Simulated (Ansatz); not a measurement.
## Band-structure calculation of Bi$_{2}$Te$_{3}$ (part 2 of 2)

The same run, continued: Bi$_{2}$Te$_{3}$ (R-3m, 5 atoms in the cell); DFT, HSE06, plane waves, PAW, no spin polarisation (Ansatz 0.2.0); cutoff 420 eV, 4×4×4 k-mesh, fixed occupations. The structure was built on a prototype by a generator. The geometry comes from this level: r2scan-rvv10.

Geometry of the input (Å; fractional positions):
```
2.1957  1.2677  10.4535
-2.1957  1.2677  10.4535
0.0000  -2.5354  10.4535
Bi 0.3984  0.3984  0.3984
Bi 0.6016  0.6016  0.6016
Te 0.2136  0.2136  0.2136
Te 0.7864  0.7864  0.7864
Te 0.0000  0.0000  0.0000
```

### Output, continued
```
--- Forces (eV/Å), atoms counted from 1 ---
  atom   1  Bi     0.00000000     0.00000000     0.06469004
  atom   2  Bi    -0.00000000    -0.00000000    -0.06469004
  atom   3  Te     0.00000000     0.00000000     0.17858226
  atom   4  Te    -0.00000000    -0.00000000    -0.17858226
  atom   5  Te    -0.00000000     0.00000000     0.00000000
  max |Σ_I F_I| component: 5.78e-19 eV/Å
--- Stress (GPa, compression-positive) ---
        0.011882       0.000000      -0.000000
        0.000000       0.011882      -0.000000
       -0.000000      -0.000000      -0.138475
  P = ⅓ Tr σ = -0.0382 GPa (-0.382 kbar)
--- Band table (eV; the first three rows and the last of 13) ---
  k-point 0: bands = ["-30.5835", "-30.5835", "-30.5823", "-30.5823", "-30.5705", "-30.5705", "-30.5689", "-30.5689", "-30.5628", "-30.5625", "-30.3949", "-30.3870", "-30.3870", "-30.3435", "-30.3435", "-16.7443", "-16.7443", "-16.7420", "-16.7420", "-16.7231", "-16.7219", "-16.7205", "-16.7205", "-16.7191", "-16.7191", "-6.0282", "-5.3301", "-3.7982", "-1.1577", "-0.3693", "6.1951", "6.3451", "6.6190", "6.6190", "6.7489", "6.7489", "7.5467", "7.5467", "8.4394", "9.2749", "9.6948", "9.6948", "10.9220", "11.1136"]
  k-point 1: bands = ["-30.5833", "-30.5829", "-30.5824", "-30.5815", "-30.5707", "-30.5707", "-30.5691", "-30.5686", "-30.5624", "-30.5620", "-30.3945", "-30.3872", "-30.3871", "-30.3435", "-30.3429", "-16.7511", "-16.7483", "-16.7413", "-16.7388", "-16.7234", "-16.7216", "-16.7184", "-16.7174", "-16.7166", "-16.7162", "-5.4272", "-4.8092", "-3.4291", "-1.6790", "-1.0190", "4.2163", "4.7290", "5.1475", "5.5494", "6.1362", "6.5647", "7.4611", "7.4767", "7.8857", "9.9356", "10.5087", "10.5196", "11.5759", "11.6766"]
  k-point 2: bands = ["-30.5831", "-30.5824", "-30.5823", "-30.5808", "-30.5710", "-30.5710", "-30.5694", "-30.5684", "-30.5618", "-30.5617", "-30.3942", "-30.3874", "-30.3871", "-30.3434", "-30.3422", "-16.7582", "-16.7550", "-16.7401", "-16.7367", "-16.7255", "-16.7236", "-16.7137", "-16.7127", "-16.7118", "-16.7117", "-4.0238", "-3.9974", "-3.5154", "-2.5543", "-2.1357", "2.8375", "4.8293", "4.8307", "5.0238", "5.2826", "5.4714", "6.2117", "7.4356", "7.8408", "9.5951", "10.2469", "11.6488", "11.8680", "12.3659"]
  k-point 12: bands = ["-30.5835", "-30.5835", "-30.5823", "-30.5823", "-30.5705", "-30.5705", "-30.5689", "-30.5689", "-30.5629", "-30.5625", "-30.3949", "-30.3870", "-30.3870", "-30.3435", "-30.3435", "-16.7443", "-16.7443", "-16.7420", "-16.7420", "-16.7231", "-16.7220", "-16.7205", "-16.7205", "-16.7191", "-16.7191", "-5.9298", "-5.5387", "-3.4667", "-1.8104", "0.1510", "5.5582", "6.5408", "6.5408", "6.9342", "6.9342", "7.0301", "7.3745", "7.3745", "8.1253", "9.5867", "10.0220", "10.0220", "10.7603", "10.7694"]
```

### File rho_z.tsv
```
# z_ang	rho[e/angstrom^3]
# format = ansatz-planar-average/11
# lattice	2.195725592	1.267702762	10.453544181
# lattice	-2.195725592	1.267702762	10.453544181
# lattice	0.000000000	-2.535405523	10.453544181
# sites	5
# site	83	0.000000000	0.000000000	12.492859172
# site	83	0.000000000	0.000000000	18.867773372
# site	52	0.000000000	0.000000000	6.698419443
# site	52	0.000000000	0.000000000	24.662213101
# site	52	0.000000000	0.000000000	0.000000000
0.000000	4.601039e-1
0.358554	4.512838e-1
0.717108	4.333335e-1
1.075662	4.231391e-1
1.434216	4.304625e-1
1.792770	4.526384e-1
2.151324	4.788611e-1
2.509878	4.945854e-1
2.868432	4.899279e-1
3.226986	4.683955e-1
3.585540	4.420944e-1
3.944094	4.224909e-1
4.302648	4.164705e-1
4.661202	4.219195e-1
5.019756	4.295754e-1
5.378310	4.326495e-1
5.736864	4.295754e-1
6.095418	4.219195e-1
6.453972	4.164705e-1
6.812526	4.224909e-1
7.171080	4.420944e-1
7.529634	4.683955e-1
7.888188	4.899279e-1
8.246742	4.945854e-1
8.605296	4.788611e-1
8.963850	4.526384e-1
9.322404	4.304625e-1
9.680958	4.231391e-1
10.039512	4.333335e-1
10.398066	4.512838e-1
```

### File v_z.tsv
```
# z_ang	v_es[eV]	v_tot[eV]
# format = ansatz-planar-average/11
# xc	hse06
# density_cutoff_ev	1680
# datasets	Bi=:simpson_from_first_knot:soft:fock:shift=0	Te=:simpson_from_first_knot:soft:fock:shift=0
# lattice	2.195725592	1.267702762	10.453544181
# lattice	-2.195725592	1.267702762	10.453544181
# lattice	0.000000000	-2.535405523	10.453544181
# sites	5
# site	83	0.000000000	0.000000000	12.492859172
# site	83	0.000000000	0.000000000	18.867773372
# site	52	0.000000000	0.000000000	6.698419443
# site	52	0.000000000	0.000000000	24.662213101
# site	52	0.000000000	0.000000000	0.000000000
0.000000	8.690768e0	1.113305e0
0.358554	8.675075e0	1.093874e0
0.717108	8.611721e0	1.021611e0
1.075662	8.502732e0	9.043652e-1
1.434216	8.404678e0	8.021792e-1
1.792770	8.304603e0	6.977688e-1
2.151324	8.080182e0	4.607210e-1
2.509878	7.612912e0	-2.587029e-2
2.868432	6.876735e0	-7.771165e-1
3.226986	5.949569e0	-1.712721e0
3.585540	5.014048e0	-2.654832e0
3.944094	4.248894e0	-3.429600e0
4.302648	3.703660e0	-3.992724e0
4.661202	3.361669e0	-4.355685e0
5.019756	3.205267e0	-4.525286e0
5.378310	3.173405e0	-4.560890e0
5.736864	3.205267e0	-4.525286e0
6.095418	3.361669e0	-4.355685e0
6.453972	3.703660e0	-3.992724e0
6.812526	4.248894e0	-3.429600e0
7.171080	5.014048e0	-2.654832e0
7.529634	5.949569e0	-1.712721e0
7.888188	6.876735e0	-7.771165e-1
8.246742	7.612912e0	-2.587029e-2
8.605296	8.080182e0	4.607210e-1
8.963850	8.304603e0	6.977688e-1
9.322404	8.404678e0	8.021792e-1
9.680958	8.502732e0	9.043652e-1
10.039512	8.611721e0	1.021611e0
10.398066	8.675075e0	1.093874e0
```

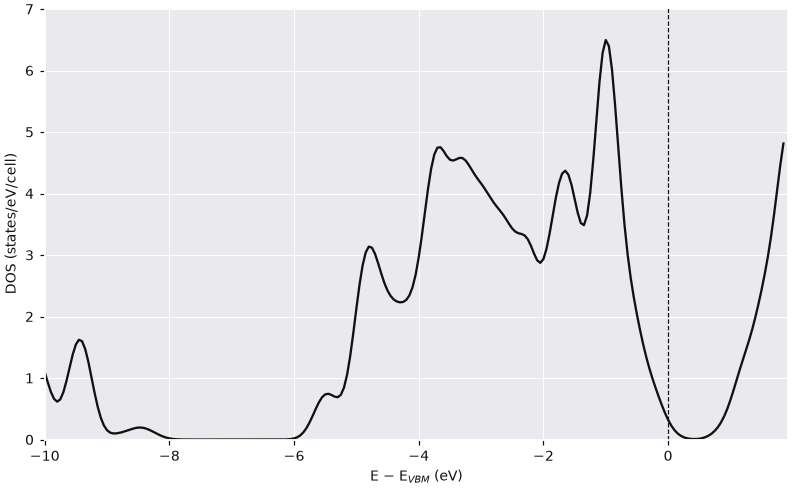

*Density of states (the curve is built from the levels of the k mesh with Gaussians 0.4 eV wide, which also blur the band edges), with energies from the valence-band top.*

There is a gap of 0.84 eV on the k-point mesh. The curves stop near 1.9 eV above the Fermi level, where the computed bands end. Small ripples come from the finite k-point mesh.

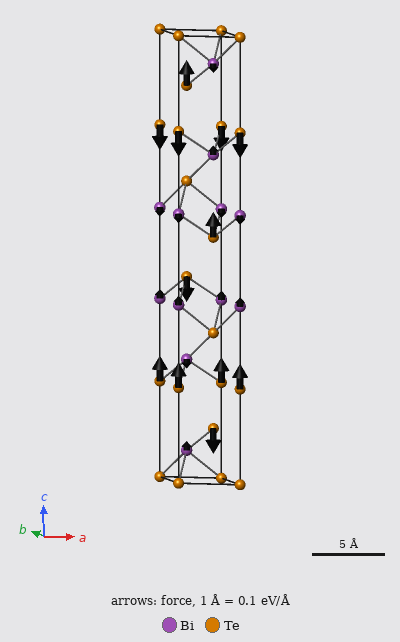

*Forces on the atoms as black arrows (ball-and-stick view of the cell 3 times as large as that of the calculation, set on its symmetry axes, seen slightly off an axis).*

The largest act on Te3, Te4 (0.18 eV/Å); Bi1, Bi2 (0.06 eV/Å). Atoms are counted from 1 in the order of the input and aren't labelled in the picture. The geometry is not a stationary point of this energy.

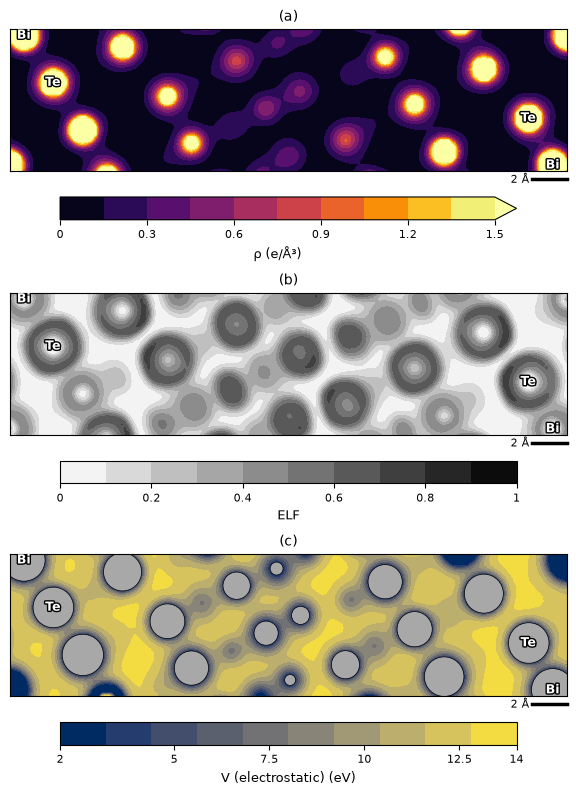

*(a) valence electron density; (b) electron localisation function; (c) electrostatic potential energy of an electron on the (111) plane of the conventional cell. Grey discs, where drawn, cover atomic cores.*

Atoms in the plane: Bi and Te. Bi–Te (3.06 Å): ρ is about 0.3 e/Å³ halfway; the ELF peaks at about 0.70 in the valence shell of Te, 1.3 Å from its nucleus, and drops to about 0.35 between the two atoms. Bi–Te (3.25 Å): ρ at the midpoint is about 0.21 e/Å³; the ELF peaks at about 0.65 in the valence shell of Te, 1.3 Å from its nucleus, and drops to about 0.30 between the two atoms. Away from the nuclei the density in this plane falls to 0.009 e/Å³ at its lowest. The strong features right at Bi lie inside the PAW spheres (semicore, d or f shells) and say nothing about bonding. Outside the cores the potential energy rises away from the atoms and is highest about 2.8 Å from the nearest atoms; outside the discs it spans about 11 eV, and its zero is arbitrary. The fields are those of the smooth PAW valence density.

### Results in brief

- outcome: converged
- space group (tolerance 0.01 Å): R-3m (166)
- electrons treated: 78
- free energy: −45754.8757 eV
- Fermi energy: 8.439 eV
- gap on the k-point mesh: 0.84 eV
- pressure: −0.04 GPa
- largest force (length of the vector): 0.179 eV/Å
- hardware: 4 threads of Arm Neoverse V2, 24 GiB of memory available, shared host
- wall time: 2.5 min (CPU time 9.3 min)
- peak memory: 3.3 GiB

### Notes

The program warns: the exchange loop's threshold is looser than advised for the stress; the SCF threshold is looser than advised for the printed stress. Spin–orbit coupling is left out, which matters for Bi.
